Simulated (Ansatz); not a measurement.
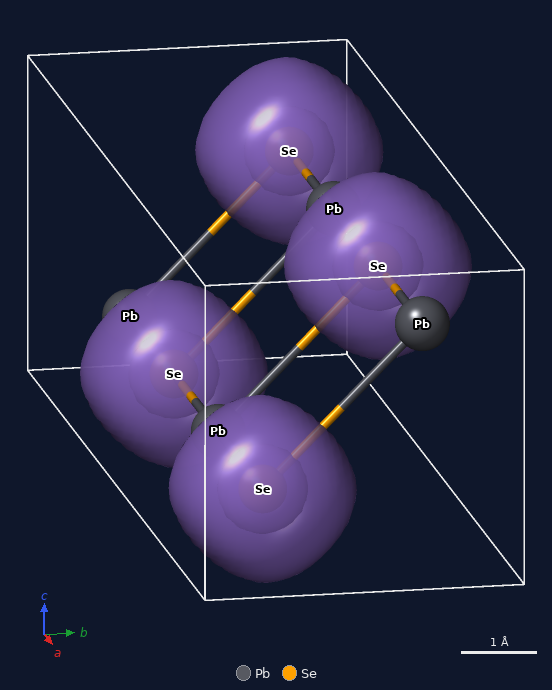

PbSe. Isosurface of the ELF at 0.7 (purple), seen slightly off an axis. Only the valence region is drawn (cores and ρ < 0.01 e/Å³ removed). Sticks mark near contacts.

Space group Fm-3m; a structure from a database of computed crystals, not necessarily the ambient phase.

Level of theory: DFT PBE, scalar-relativistic, plane waves, PAW in Ansatz.

In a PAW calculation such maps are meaningful between the atoms, not at the nuclei.

The calculation's input:

```
crystal:
  lattice:
    - [12.4695805019, 0.0, 0.0]
    - [0.0, 4.3907204938, 0.0]
    - [0.0, 0.0, 4.3920941058]
  atoms:
    - { symbol: Pb, position: [0.8750325508, 0.75, 0.7493923945] }
    - { symbol: Pb, position: [0.3750325508, 0.75, 0.7506076055] }
    - { symbol: Pb, position: [0.1249674492, 0.25, 0.2506076055] }
    - { symbol: Pb, position: [0.6249674492, 0.25, 0.2493923945] }
    - { symbol: Se, position: [0.6250004372, 0.75, 0.7496416908] }
    - { symbol: Se, position: [0.1250004372, 0.75, 0.7503583092] }
    - { symbol: Se, position: [0.3749995628, 0.25, 0.2503583092] }
    - { symbol: Se, position: [0.8749995628, 0.25, 0.2496416908] }
basis:
  ecutwfc: 420
kpoints:
  mp_grid: { grid: [4, 8, 8] }
hamiltonian:
  xc: pbe
scf:
  occupations: { method: gaussian, width: 0.02 }
output:
  forces: true
  stress: true
  eigenvalues: true
  write_density: true
  write_potential: true
  elf: true
  volumetric_format: npy
relax:
  adjacent_minimum: "off"
  f_tol: 0.005
  max_steps: 80
  cell: { stress_tol: 0.05 }
```

Launched as:

```sh
ansatz run input.yaml --threads 4 --pin off --max-ram 9216MiB --backend cpu --events-out ev --progress --plain --runs-dir out
```

The fields are those of the relaxed geometry.

Q: What do the ELF domains correspond to?

A: At this value the surface marks out four regions wrapped around Se (the valence shell of each), counted in one cell of 8 atoms. Any copies at cell faces, edges or corners count once. Profiles from the grid: Pb–Se (3.11 Å): the ELF is about 0.30 at the midpoint.
